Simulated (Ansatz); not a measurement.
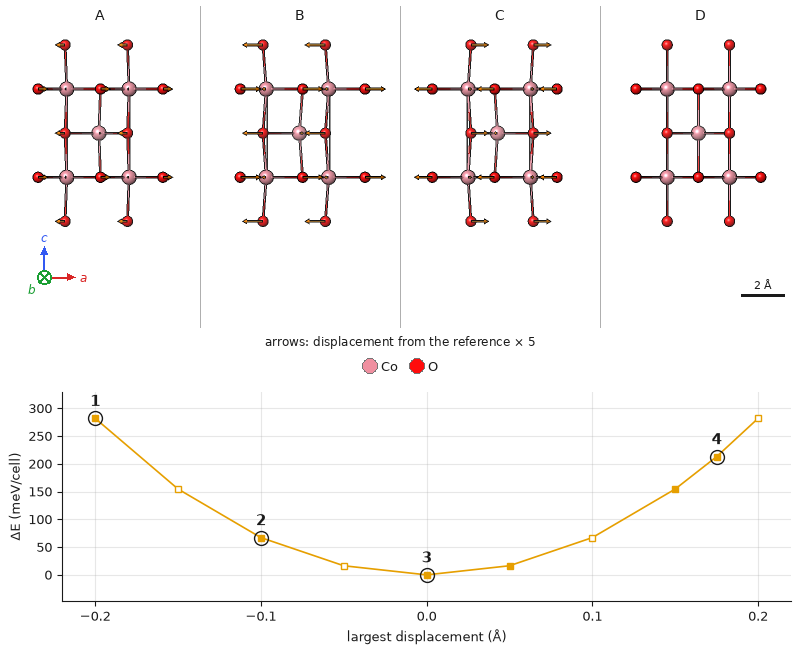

Energy scan for a crystal of CoO (Fm-3m), in which a normal mode of wave vector (0, 1/2, 1/2) of the primitive cell, folded into a doubled cell, (one arbitrary combination within a set of 2 degenerate modes) is frozen in with the cell fixed, the amplitude being the largest displacement of an atom. The frames are shuffled; the numbered points of the plot belong to them. Hollow markers are points alike by symmetry, not computed again. A ball-and-stick model of the cell of the calculation, seen along the b axis. Orange arrows: displacements from the reference.

Level of theory: DFT PBEsol, scalar-relativistic, plane waves, PAW in Ansatz 0.2.0. (plane-wave cutoff 420 eV; k-point mesh 20 × 20 × 14; occupations gaussian; smearing width 0.15 eV; collinear spin). Energies (free energies at the smearing named) are counted from the relaxed crystal.

**Match the frames to the points.**

Point 1 is frame B (the amplitude −0.20 Å, 281.9 meV/cell); 2 is frame A (the amplitude −0.10 Å, 67.1 meV/cell); 3 is frame D (the amplitude 0.00 Å, 0.0 meV/cell); 4 is frame C (the amplitude 0.175 Å, 213.0 meV/cell). The harmonic wavenumber of the mode is 305 cm⁻¹, a stable vibration. Of the computed points the lowest is at the amplitude 0.00 Å, 0.0 meV/cell. At the ends of the scan the energy is 281.9 meV/cell (−0.20 Å) and 281.9 meV/cell (0.20 Å). The well is symmetric. At the highest point the shortest interatomic distance is 1.92 Å, against 2.08 Å in the reference.
